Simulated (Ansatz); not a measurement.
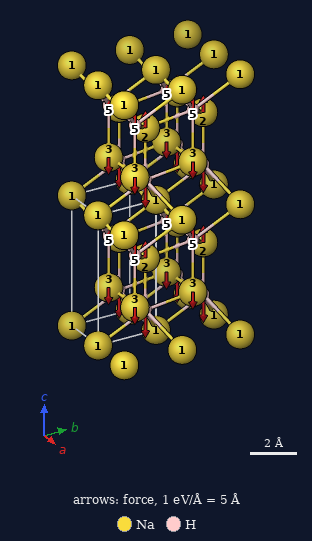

Starting geometry of solid Na₃H₂ (built on the A-type sesquioxide_164 type) (coarse preliminary run) with the computed forces as red arrows. Style: ball-and-stick. Shown: the cell of the calculation, repeated 2 × 2 × 2 with one cell outlined, slightly off an axis.

Case: anti-A-type sesquioxide type (P-3m1, No. 164).

These are results of DFT PBE, scalar-relativistic, plane waves, PAW in Ansatz 0.2.0, not measurements.

Input file:
```yaml
crystal:
  lattice:
    - [3.7775634686, 0.0, 0.0]
    - [-1.8887817343, 3.2714659282, 0.0]
    - [0.0, 0.0, 5.8772751428]
  atoms:
    - { symbol: Na, position: [0.0, 0.0, 0.0] }
    - { symbol: Na, position: [0.3333333333, 0.6666666667, 0.645] }
    - { symbol: Na, position: [0.6666666667, 0.3333333333, 0.355] }
    - { symbol: H, position: [0.3333333333, 0.6666666667, 0.245] }
    - { symbol: H, position: [0.6666666667, 0.3333333333, 0.755] }
basis:
  ecutwfc: 420
kpoints:
  mp_grid: { grid: [6, 6, 4] }
hamiltonian:
  xc: pbe
scf:
  occupations: { method: gaussian, width: 0.1 }
  lower_state_search: "off"
output:
  forces: true
  stress: true
  eigenvalues: true
relax:
  adjacent_minimum: "off"
  f_tol: 0.04
  max_steps: 70
  cell: { stress_tol: 0.4 }
```

Command:
```bash
ansatz run input.yaml --threads 1 --pin off --max-ram 2560MiB --backend cpu --events-out ev --progress --plain --runs-dir out
```

Question: Is this structure relaxed? If not, where do the atoms go?

Answer: It isn't relaxed: the largest force vector, on H atoms, is 0.26 eV/Å. The atoms end up moving mostly along the starting forces (cosine between the two patterns 0.98). The energy falls by 310 meV per atom in 16 accepted moves (20 points after the start). Largest force component: 0.26 eV/Å at the start, 0.0065 eV/Å at the end. Pressure: 5.80 GPa at the start and 0.08 GPa at the end. The line search rejected the trial steps at points 11, 18 of the run. The SCF was repeated twice at an unchanged geometry on a basis and grid sized afresh for the cell, which shifted the energy by 35.8 meV per atom at most. The largest moves relative to the cell, 0.78 Å, are those of H4 and H5. H4 goes along −c. Largest moves by element: H 0.78 Å, Na 0.31 Å. Cell: a = b 3.778 → 3.442 Å (−8.9 %), c 5.877 → 8.871 Å (+50.9 %). Volume +25.3 %. Some distances before and after: Na2–H4 2.351 → 4.640 Å, Na2–Na3 2.768 → 3.764 Å, Na1–Na2 3.018 → 3.464 Å, Na1–H4 2.613 → 2.427 Å. Bonds break: Na2–H4 (2.35 → 4.64 Å), Na3–H5 (2.35 → 4.64 Å). Among the angles between lasting bonds that change: Na3–H4–Na3 112.3° → 89.0°, H4–Na3–H4 112.3° → 89.0°. The space group stays P-3m1 (No. 164).
